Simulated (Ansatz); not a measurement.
# A series of single points on V

System: V (P6₃/mmc, 2 atoms in the cell).
Method: DFT, RPBE, plane waves (420 eV) with PAW, scalar-relativistic, no spin polarisation (Ansatz 0.2.0).

The 6 runs differ only in the geometry, by an even scaling of the cell at fixed fractional positions.

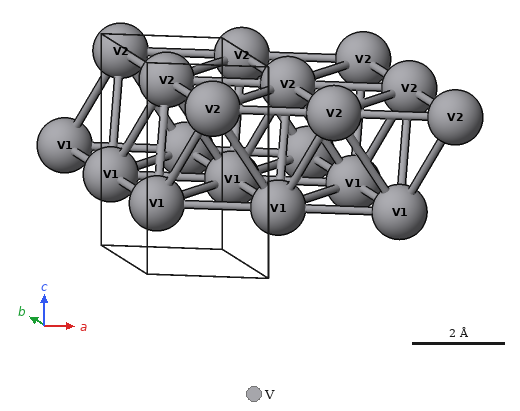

Figure 1. The structure of run 4 (ball-and-stick view of the cell of the calculation, repeated 3 × 3 × 1, seen slightly off an axis; atoms are numbered from 1 in the order of the input).

**Input of run 4**
```yaml
crystal:
  lattice:
    - [2.6734723204, 0.0, 0.0]
    - [-1.3367361602, 2.3152949458, 0.0]
    - [0.0, 0.0, 4.7739588365]
  atoms:
    - { symbol: V, position: [0.3333333333, 0.6666666667, 0.25] }
    - { symbol: V, position: [0.6666666667, 0.3333333333, 0.75] }
hamiltonian:
  xc: rpbe
  pseudopotentials:
    kind: paw
    azcp:
      V: "pseudopotentials/V.paw.azcp"
basis:
  ecutwfc: 420
  fft_grid_basis: typed
kpoints:
  mp_grid: { grid: [15, 15, 8], shift: [0, 0, 0] }
magnetization:
  spin_polarized: false
scf:
  occupations: { method: fermi_dirac, width: 0.1 }
  lower_state_search: "off"
output:
  stress: true
```

Lattice vectors (Å) and fractional positions of run 4:
```
   2.673472    0.000000    0.000000
  -1.336736    2.315295    0.000000
   0.000000    0.000000    4.773959
V   0.333333  0.666667  0.250000
V   0.666667  0.333333  0.750000
```

Run 3 differs from it as follows:
```diff
-    - [2.6734723204, 0.0, 0.0]
-    - [-1.3367361602, 2.3152949458, 0.0]
-    - [0.0, 0.0, 4.7739588365]
+    - [2.6387479703, 0.0, 0.0]
+    - [-1.3193739851, 2.2852227764, 0.0]
+    - [0.0, 0.0, 4.7119523527]
```

**Results, with one run withheld**

| run | volume per atom (Å³) | free energy per atom, from the lowest run given (meV) | pressure (GPa) |
| --- | --- | --- | --- |
| 1 | 12.502 | 116.73 | 26.52 |
| 2 | 13.070 | 42.12 | 15.90 |
| 3 | 14.207 | ? | ? |
| 4 | 14.775 | 0.00 | −5.85 |
| 5 | 15.343 | 29.56 | −10.66 |
| 6 | 15.912 | 74.58 | −14.59 |

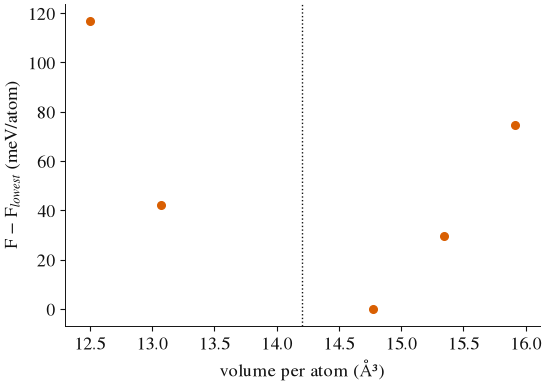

Figure 2. Free energy per atom of the runs given; the dotted line marks run 3.

Estimate the energy of run 3 from the others.

A cubic polynomial in V^(−2/3) (the Birch–Murnaghan form), fitted to the 5 runs given, misses them by at most 0.04 meV per atom. With x = V^(−2/3) − 0.17039 Å⁻², it reads F = −10.608 − 78.348 x + 5.5385e+05 x² − 93659 x³ (meV per atom). At run 3 it gives −10.61 meV per atom, and the run itself gives −10.68. The slope of the fit gives a pressure −dF/dV of 0.02 GPa there, and the run prints 0.02 GPa. The fit has its minimum at 14.209 Å³ per atom, where V d²F/dV² gives 161 GPa. Cell shape and fractional positions are held, so this is the stiffness under even scaling; the relaxed bulk modulus wasn't computed.

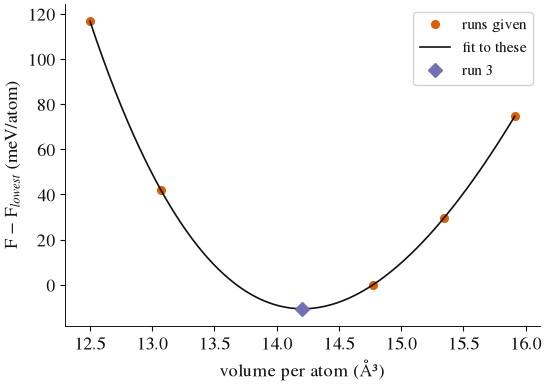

Figure 3. The fit and the withheld run.

**Output, shortened to warnings, some set-up lines, iterations and results (run 3)**
```
Basis set: ecut = 420 eV, 561 PW (Γ)
Symmetry: 24 space group operations
k-points: 135 of 1800
Initial density: superposition of atomic densities (neutral atoms: chi_scale 0, normalization atom), corrected by the library's trained network
[...]
SCF iter   1: F=—  HF=-5833.219147 eV  |F-HF|=—  |Δ(HF+E_count)|=         —  Δρ=5.84e-3  dr2=6.21e-3  ethr=1.77e-3  ⟨swp⟩=3.7  Hψ=8356  notcnv=0
SCF iter   2: F=—  HF=-5833.218224 eV  |F-HF|=—  |Δ(HF+E_count)|=   9.24e-4  Δρ=2.68e-3  dr2=1.35e-3  ethr=2.39e-5  ⟨swp⟩=1.1  Hψ=3388  notcnv=0
SCF iter   3: F=—  HF=-5833.218012 eV  |F-HF|=—  |Δ(HF+E_count)|=   2.12e-4  Δρ=4.25e-4  dr2=1.98e-5  ethr=5.20e-6  ⟨swp⟩=2.0  Hψ=2916  notcnv=0
SCF iter   4: F=—  HF=-5833.218007 eV  |F-HF|=—  |Δ(HF+E_count)|=   5.30e-6  Δρ=6.97e-5  dr2=6.71e-7  ethr=7.63e-8  ⟨swp⟩=2.5  Hψ=3818  notcnv=0
SCF iter   5: F=—  HF=-5833.218008 eV  |F-HF|=—  |Δ(HF+E_count)|=   6.75e-7  Δρ=3.47e-5  dr2=2.32e-7  ethr=2.58e-9  ⟨swp⟩=2.0  Hψ=4090  notcnv=0
SCF iter   6: F=-5833.218008 eV  HF=-5833.218008 eV  |F-HF|=9.87e-9  |Δ(HF+E_count)|=   3.45e-8  Δρ=7.92e-6  dr2=1.30e-8  ethr=3.85e-10  ⟨swp⟩=3.5  Hψ=6655  notcnv=0
SCF 1 converged in 6 iterations: F = -5833.218008 eV  dr2 = 1.30e-8
SCF converged after 6 iterations
Free energy (F): -5833.218008 eV
Harris-Foulkes:  -5833.218008 eV  (|F-HF|=9.87e-9)
Internal energy: -5833.096643 eV  (E = F + TS)
E sigma→0 (E₀):  -5833.157325 eV
Entropy (-TS):   -0.121364 eV (-60.682 meV/atom)
Fermi energy:    15.993204 eV
--- Per-component energies (eV) ---
  E_band       = -312.182441
  E_kinetic    = 670.710779
  E_local      = -1869.565397  (includes V_loc(G=0)·N_el)
  E_nonlocal   = -93.053943
  E_hartree    = 851.775357
  E_xc         = -260.521600
  E_vxc        = -329.609202  (∫ρ·V_xc dr)
  E_paw        = -2233.841576  (= ΣΔE_a)
  E_vpaw       = -394.209228  (= ΣTr[D̂ρ^β])
  E_aug_tail   = 0.000525  (compensation charges beyond the density's cutoff)
  E_ewald      = -2898.497086
  E_core_change = -0.103703  (= ΣΔE_core)
  E_smearing   = -0.121364  (= −TS)
  E_closure    = 0.000000  (closes the sum)
  Σ components = -5833.218008   (vs F -5833.218008, Δ=0.00e0)
--- Stress (GPa, compression-positive) ---
        0.016293       0.000000       0.000000
       -0.000000       0.016293       0.000000
        0.000000       0.000000       0.041100
  P = ⅓ Tr σ = 0.0246 GPa (0.246 kbar)
```

Notes: The run has no spin polarisation, so a magnetic state may lie lower.
